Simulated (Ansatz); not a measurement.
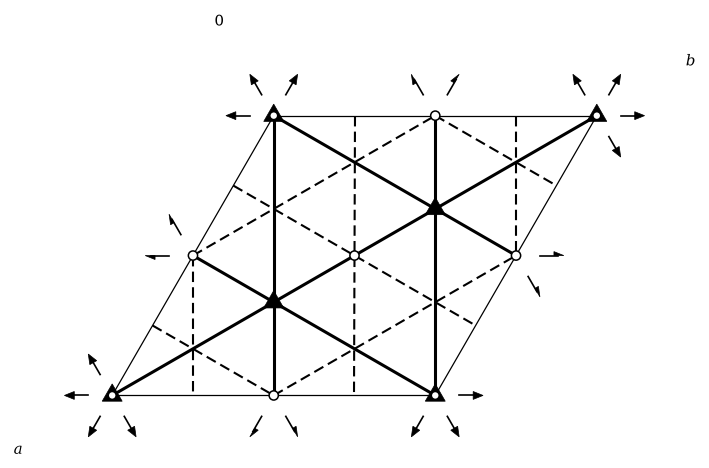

Symmetry elements of a space group, projected down c, computed from the operations of a computed or model structure of composition ZrS2.

Symbols follow the International Tables: origin at the upper left, the third axis towards the viewer; heavy, dashed, dotted, dash-dotted and dash-dot-dot lines are mirror, in-plane glide, out-of-plane glide, diagonal (n; with arrows d) and double (e) glide planes seen edge on; arrows at the rim are 2 (full head) and 2₁ (half head) axes in the plane; the corner sign is a plane parallel to the page; fractions are heights. Handed screw axes carry their printed symbol instead of tails.

Which space group is it?

Answer. No. 164, P-3m1; primitive trigonal (hexagonal lattice), point group -3m, 12 general positions a cell.

List the elements shown.

Answer. −3 axes along c at (0, 0); 3 axes along c at (1/3, 2/3), (2/3, 1/3); inversion centres at (0, 0), (0, 1/2), (1/2, 0), (1/2, 1/2); mirror planes holding c and [1 2 0] or [2 1 0] or [−1 1 0]; in-plane glide planes holding c and [1 2 0] or [2 1 0] or [−1 1 0]; 2 axes along [1 1 0] at height 0; 2 axes along a at height 0; 2 axes along b at height 0; 2₁ axes along [1 1 0] at height 0; 2₁ axes along a at height 0; 2₁ axes along b at height 0. Heights repeat every half period; positions are (a, b) fractions, modulo 1.
